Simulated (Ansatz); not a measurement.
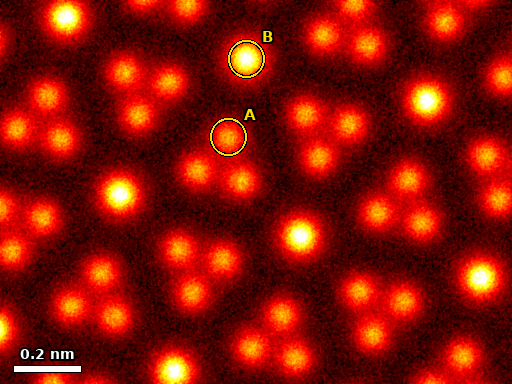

Integrated-DPC-like image of Na (Pm-3n, No. 223) along [111]. Simulated as the projected potential of neutral atoms (B = 0.8 Å²) blurred by a 0.52 Å probe, the thin-sample limit of integrated differential phase contrast. The display is stretched by a gamma of 0.8; percentages refer to the linear signal. Shot noise was added. Model: the end point of a relaxation with DFT, RPBE, plane waves (420 eV) with PAW, scalar-relativistic in Ansatz 0.2.0; the starting structure was generated, so it need not be a known form of this composition.

```xyz
8
Lattice="6.8224 0.0000 0.0000 0.0000 6.8224 0.0000 0.0000 0.0000 6.8224" Properties=species:S:1:pos:R:3 pbc="T T T"
Na    0.0000    0.0000    0.0000
Na    3.4112    3.4112    3.4112
Na    1.7056    0.0000    3.4112
Na    5.1168    0.0000    3.4112
Na    3.4112    1.7056    0.0000
Na    3.4112    5.1168    0.0000
Na    0.0000    3.4112    1.7056
Na    0.0000    3.4112    5.1168
```

### What lies under each ring?

A: Na (1 Na per 11.82 Å along the beam; about 50 % of the brightest peak). B: Na (2 Na per 11.82 Å along the beam; the brightest kind). Brightness is counted from the darkest point of the image.
